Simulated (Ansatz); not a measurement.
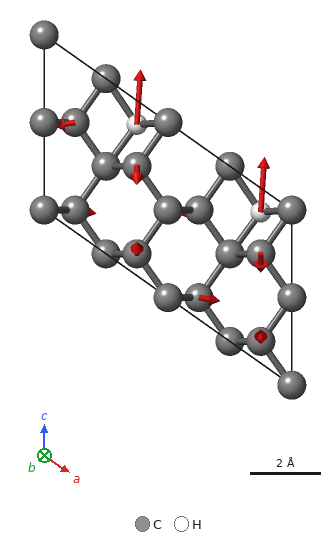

A relaxation of a defect cell of composition HC16. The starting structure is drawn; red arrows show the displacements, 30 times their true length.

The picture is a ball-and-stick view of the conventional cell (2 times the calculation's cell), seen along the b axis. Lengths and directions refer to the drawn axes.

It is an interstitial H in diamond C. The run prepares an end point of a later path (interstitial hop) calculation, from a guessed geometry.

These are results of DFT PBE, scalar-relativistic, plane waves, PAW in Ansatz 0.2.0, not measurements.

Input
```yaml
crystal:
  lattice:
    - [0.0, 3.57, 3.57]
    - [3.57, 0.0, 3.57]
    - [3.57, 3.57, 0.0]
  atoms:
    - { symbol: C, position: [0.0, 0.0, 0.0] }
    - { symbol: C, position: [0.125, 0.125, 0.125] }
    - { symbol: C, position: [0.0, 0.0, 0.5] }
    - { symbol: C, position: [0.125, 0.125, 0.625] }
    - { symbol: C, position: [0.0, 0.5, 0.0] }
    - { symbol: C, position: [0.125, 0.625, 0.125] }
    - { symbol: C, position: [0.0, 0.5, 0.5] }
    - { symbol: C, position: [0.125, 0.625, 0.625] }
    - { symbol: C, position: [0.5, 0.0, 0.0] }
    - { symbol: C, position: [0.625, 0.125, 0.125] }
    - { symbol: C, position: [0.5, 0.0, 0.5] }
    - { symbol: C, position: [0.625, 0.125, 0.625] }
    - { symbol: C, position: [0.5, 0.5, 0.0] }
    - { symbol: C, position: [0.625, 0.625, 0.125] }
    - { symbol: C, position: [0.5, 0.5, 0.5] }
    - { symbol: C, position: [0.625, 0.625, 0.625] }
    - { symbol: H, position: [0.86316355, 0.37651304, 0.88571203], spin: 1.0 }
magnetization:
  spin_polarized: true
basis:
  ecutwfc: 420.0
kpoints:
  mp_grid: { grid: [3, 3, 3] }
hamiltonian:
  xc: pbe
scf:
  occupations: { method: gaussian, width: 0.02 }
  lower_state_search: "off"
relax:
  f_tol: 0.03
  max_steps: 60
  adjacent_minimum: "off"
```

Run as
```bash
ansatz run input.yaml --threads 2 --pin off --max-ram 5120MiB --backend cpu --events-out ev --progress --plain --runs-dir out
```

### Atoms of which element are displaced furthest, and by how much?

Hydrogen: up to 0.053 Å, against 0.024 Å for carbon.

### Describe the change and its energy.

Over 3 geometry steps the energy falls by 82.3 meV per cell of the calculation. The largest force component goes from 1.3 to 0.0017 eV/Å. The atom that moves furthest is H17 (0.053 Å roughly along +c). Largest moves by element: H 0.053 Å, C 0.024 Å. The cell stays as it was. Among the contacts that change: C13–H17 1.497 → 1.549 Å, C7–H17 1.590 → 1.550 Å, C10–C11 1.546 → 1.532 Å, C10–C13 1.546 → 1.559 Å. The run took 23 s on 2 threads of Arm Neoverse V2 (shared host), peak memory 0.38 GiB.

Limits of the set-up: the k-point mesh is coarse for a cell with partly filled bands; the periodic images lie only 5.0 Å apart, so the values are limited by the cell's size.
